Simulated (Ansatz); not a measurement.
Consider CsPbCl$_{3}$.

```xyz
5
Lattice="5.1356 0.0000 0.0000 0.0000 5.1356 0.0000 0.0000 0.0000 6.6763" Properties=species:S:1:pos:R:3 pbc="T T T"
Cs    0.0000    0.0000    0.0000
Pb    2.5678    2.5678    3.3382
Cl    0.0000    2.5678    3.3382
Cl    2.5678    0.0000    3.3382
Cl    2.5678    2.5678    0.0000
```

Space group P4/mmm; computed pressure about 4 GPa in this cell.

The calculation used DFT PBEsol, scalar-relativistic, plane waves, PAW in Ansatz.

Q: Predict the valence pseudo-density and electron localisation function between the atoms.

A: Cs–Cl (3.63 Å): ρ at the midpoint is about 0.06 e/Å³; the ELF is about 0.05 at the midpoint: a closed-shell, largely ionic contact.

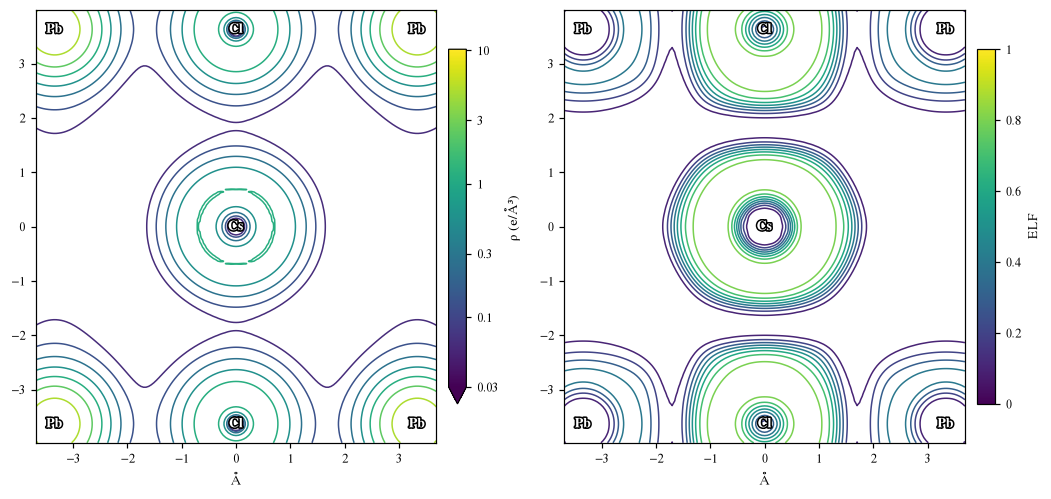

Computed valence pseudo-density and electron localisation function on the (11̄0) plane of the conventional cell, in this order. 

The density is the valence pseudo-density of a PAW calculation; it isn't the true density close to the nuclei.
